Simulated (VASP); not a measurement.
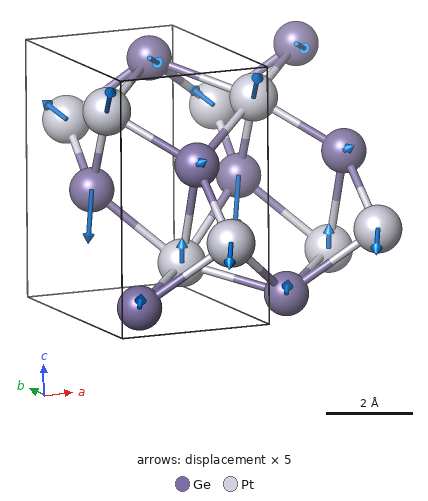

A relaxation of crystalline GePt (a generated structure, set up in P1). The starting structure is drawn; blue arrows show the displacements (the part carried along by the change of the cell is left out), magnified 5 times.

The picture is a ball-and-stick view of the cell of the calculation, reduced to other axes, repeated 2 × 1 × 1 with one cell outlined, seen slightly off an axis. Lengths and directions refer to the drawn axes.

The run lets cell and atoms move.

Theory: Kohn-Sham DFT of a periodic cell, PBE, VASP PAW PBE potentials, recommended (VASP).

Input
```
PREC = Normal ; ENCUT = 520
EDIFF = 1E-5 ; ISMEAR = 0
SIGMA = 0.15 ; LREAL = Auto
LASPH = True ; NELM = 80
ALGO = Fast ; ISIF = 3
LWAVE = False ; LCHARG = False
GGA = PE ; IBRION = 2
NSW = 110 ; EDIFFG = -0.03
ISYM = 0 ; KPAR = 4
```

Launched with:
```bash
cat potpaw_PBE.64/Ge_d/POTCAR potpaw_PBE.64/Pt/POTCAR > POTCAR
mpirun -np 4 vasp_std > vasp.out
```

Q: Describe the change and its energy.

A: Over 27 geometry steps the energy falls by 272 meV per atom. The largest force component goes from 7.7 to 0.024 eV/Å. The pressure goes from 11.12 to 0.05 GPa. A Ge atom moves most relative to the cell: 0.27 Å roughly along −c. Largest moves by element: Ge 0.27 Å, Pt 0.23 Å. The volume changes by +0.6 %, with a 3.750 → 3.747 Å (−0.1 %), b 5.836 → 5.827 Å (−0.1 %), c 6.130 → 6.180 Å (+0.8 %), α 88.9° → 90.0°, β 88.9° → 90.0°, γ 89.4° → 90.0°. Near-neighbour distances that change, for instance: Ge–Pt 2.188 → 2.677 Å, Pt–Pt 2.649 → 3.000 Å, Ge–Pt 2.207 → 2.509 Å, Ge–Pt 2.810 → 2.557 Å. Bond angles that change, for instance: Ge–Pt–Ge 167.7° → 156.9°, Pt–Ge–Pt 130.5° → 119.9°, Pt–Ge–Pt 59.3° → 69.7°. The space group stays P1 (No. 1). It ran on 4 threads of Intel(R) Xeon(R) Platinum 8488C (Sapphire Rapids) (shared host).
